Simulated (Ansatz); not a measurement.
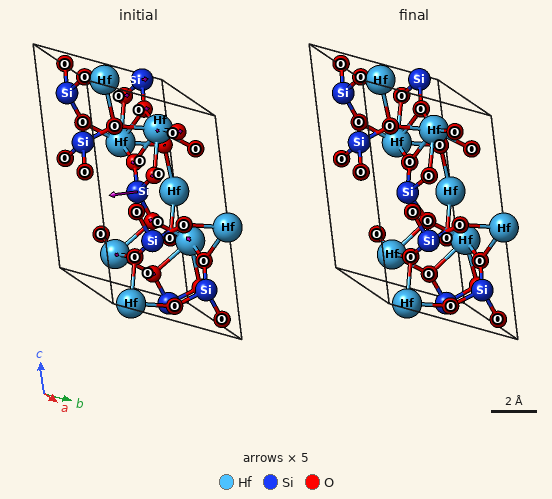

The structure of a defect cell of composition Hf₆Si₆O₂₃ before (left) and after (right) a relaxation, at one scale. The purple arrows give the displacements, 5 times their true length.

The picture is a ball-and-stick view of the cell of the calculation (origin shifted), seen slightly off an axis.

Theory: DFT PBEsol, scalar-relativistic, plane waves, PAW in Ansatz. Settings: plane-wave cutoff 420 eV; k-point mesh 2 × 2 × 2; occupations gaussian; smearing width 0.02 eV; collinear spin; atoms relaxed in a fixed cell; force threshold 0.03 eV/Å; at most 40 steps.

Summarise the run.

Answer. A Si atom moves most: 0.28 Å roughly along [−1 −3 −1]. Largest moves by element: Si 0.28 Å, O 0.10 Å, Hf 0.06 Å. The cell stays as it was. Near-neighbour distances that change, for instance: O–Si 1.602 → 1.697 Å, O–Si 1.619 → 1.690 Å, Hf–O 2.254 → 2.300 Å, Hf–O 2.254 → 2.211 Å. Bond angles that change, for instance: O–Si–O 118.6° → 108.3°, O–Si–O 117.5° → 108.3°, Hf–O–Si 148.2° → 154.9°. The energy falls by 0.517 eV per cell of the calculation in 6 geometry steps. The largest force component goes from 3.2 to 0.0081 eV/Å. The program noted that the starting moments weren't kept.

Limits of the set-up: the periodic images lie only 6.6 Å apart, so the values are limited by the cell's size.
